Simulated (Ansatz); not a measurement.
## Electronic structure of Al2P in real space

Input

```
crystal:
  lattice:
    - [2.7562534186, 0.0, 0.0]
    - [0.0, 3.6420220223, 0.0]
    - [0.0, 0.0, 6.0405472199]
  atoms:
    - { symbol: Al, position: [0.5, 0.0, 0.2224811008] }
    - { symbol: Al, position: [0.5, 0.0, 0.7775188992] }
    - { symbol: P, position: [0.5, 0.5, 0.5] }
basis:
  ecutwfc: 420
kpoints:
  mp_grid: { grid: [18, 12, 8] }
  band_path:
    path:
      - [[0.0, 0.0, 0.0], [0.5, 0.0, 0.0], [0.5, 0.5, 0.0], [0.0, 0.5, 0.0], [0.0, 0.0, 0.0], [0.0, 0.0, 0.5], [0.5, 0.0, 0.5], [0.5, 0.5, 0.5], [0.0, 0.5, 0.5], [0.0, 0.0, 0.5]]
      - [[0.5, 0.0, 0.0], [0.5, 0.0, 0.5]]
      - [[0.0, 0.5, 0.0], [0.0, 0.5, 0.5]]
      - [[0.5, 0.5, 0.0], [0.5, 0.5, 0.5]]
    npoints: 14
hamiltonian:
  xc: pbe
scf:
  occupations: { method: gaussian, width: 0.1 }
  n_extra_bands: 7
output:
  forces: true
  stress: true
  eigenvalues: true
  populations: true
  dos: { projected: true, de: 0.02, nscf_kmesh: { grid: [22, 15, 10] } }
  bader: true
  write_density: true
  write_potential: true
  elf: true
  volumetric_format: npy
```

Launched as:

```sh
ansatz run input.yaml --threads 1 --pin off --max-ram 2560MiB --backend cpu --events-out ev --progress --plain --runs-dir out
```

Below, planes, directions and counts refer to the conventional cell (a = 2.76 Å, b = 3.64 Å, c = 6.04 Å, α = 90.00°, β = 90.00°, γ = 90.00°).

Space group Pmmm; a structure generated by program, which may or may not match a known phase; computed without spin polarisation.

Theory: DFT PBE, scalar-relativistic, plane waves, PAW in Ansatz.

Core electrons are frozen (PAW), and the valence fields are smoothed inside the atomic spheres.

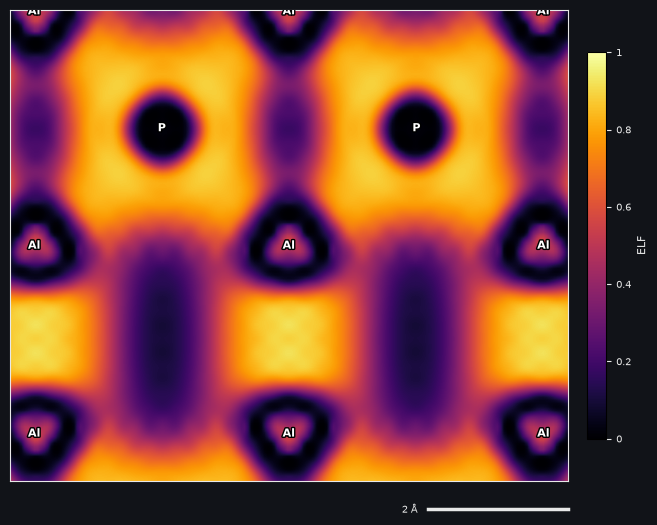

Figure 1. ELF on the (100) plane of the conventional cell.

Describe what can be read from this map.

Answer. The section cuts through Al and P sites.
Al–P (2.48 Å): the ELF peaks at about 0.90 in the valence shell of P, 0.9 Å from its nucleus, and is about 0.85 at the midpoint.

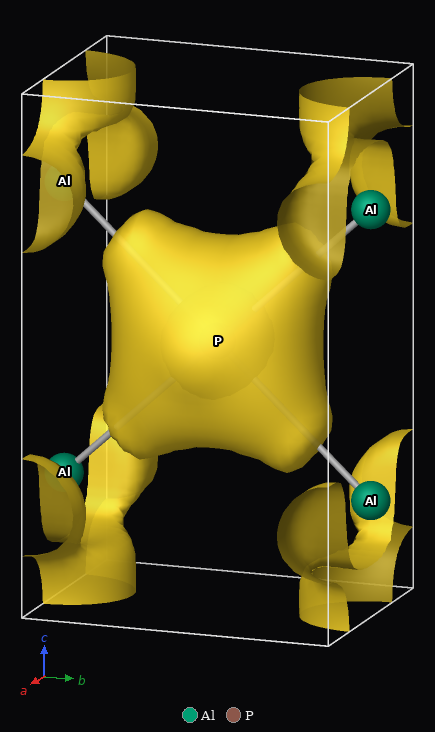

Figure 2. Isosurface of the ELF at 0.7 (yellow), seen slightly off an axis. Core shells and regions of very low density are left out. Sticks mark near contacts.

Identify the bonds, lone pairs and shells in this picture.

Answer. The ELF exceeds this value in one region on P in which the atom's valence shell and bonds are merged and channels that run through the cell in one direction, counted in one cell of 3 atoms. Regions shared between cells count once.

Does the calculation give a band gap?

Answer. It is gapless in this calculation (a metal or semimetal).

What Bader charges does the calculation give?

Answer. Electrons move from Al towards P. Bader charges: Al +0.79 and P −1.58 e.
